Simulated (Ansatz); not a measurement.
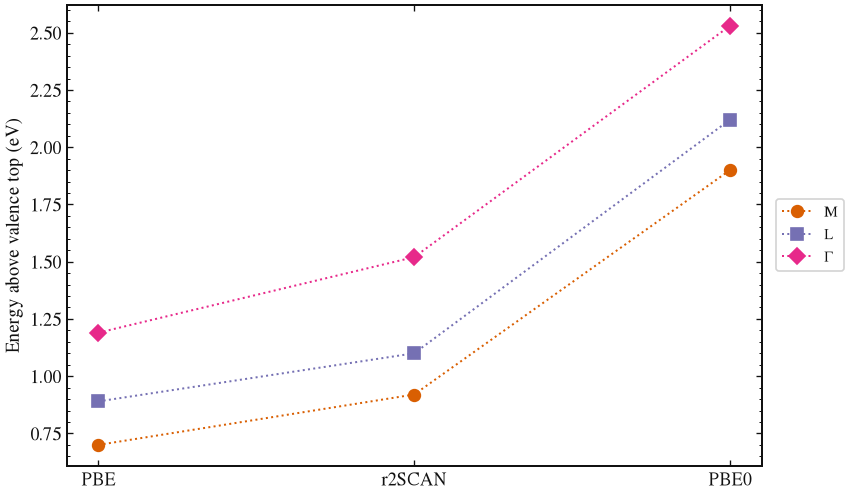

Lowest conduction level at each named k point, counted from the valence-band top at Γ, by several methods on one cell of GeSi2 (ordered alloy on diamond lattice), space group P-3m1 (No. 164), 6 atoms in the cell, relaxed with r2SCAN; a = 3.897 Å, c = 9.542 Å (hexagonal axes). All runs are without spin-orbit coupling and carry no moments. The smallest gap lies off these points.

```
method  program  M (eV)  L (eV)  Γ (eV)
   PBE   Ansatz    0.70    0.89    1.19
r2SCAN   Ansatz    0.92    1.10    1.52
  PBE0   Ansatz    1.90    2.12    2.53
```

One method is left out: HSE06. Predict its row. It was run as: HSE06, Ansatz PAW set, 6×6×2 k mesh, 420 eV cutoff, fixed occupations (Ansatz 0.2.0).

Answer. HSE06 screens off the long-range part of PBE0's exact exchange, so it lies between PBE and PBE0, here 0.64 eV under PBE0 at M. HSE06 gives 1.26 eV at M, 1.47 eV at L and 1.90 eV at Γ, which is +0.56 eV from PBE at M.

Does HSE06 shift these levels rigidly from PBE?

Answer. The shifts are +0.56 eV at M, +0.58 eV at L and +0.71 eV at Γ, and at points that aren't plotted +0.67 eV (A), +0.61 eV (K) and +0.78 eV (H): over the named points that both runs hold, a spread of 0.23 eV on a mean of 0.65 eV, so one shift doesn't describe them.

How do the methods rank at M?

Answer. From low to high: PBE 0.70, r2SCAN 0.92, HSE06 1.26, PBE0 1.90 eV.

Settings. PBE: Ansatz PAW set, 12×12×4 k mesh, 420 eV cutoff, Fermi-Dirac smearing of 0.02 eV (Ansatz 0.2.0). r2SCAN: Ansatz PAW set, 12×12×4 k mesh, 500 eV cutoff, fixed occupations (Ansatz). PBE0: Ansatz PAW set, 6×6×2 k mesh, 420 eV cutoff, fixed occupations (Ansatz 0.2.0).

Spin-orbit coupling is left out, which matters for Ge. The cell was built by a generator and needn't be a form met in nature. r2SCAN, HSE06 and PBE0: the PAW data sets were made with another functional. LDA, GGA and most meta-GGA functionals understate gaps. HSE06 and PBE0: the k mesh is thin for exact exchange. Over all k points computed the smallest gap is 0.57 eV in PBE, 0.74 eV in r2SCAN, 1.08 eV in HSE06 and 1.71 eV in PBE0.
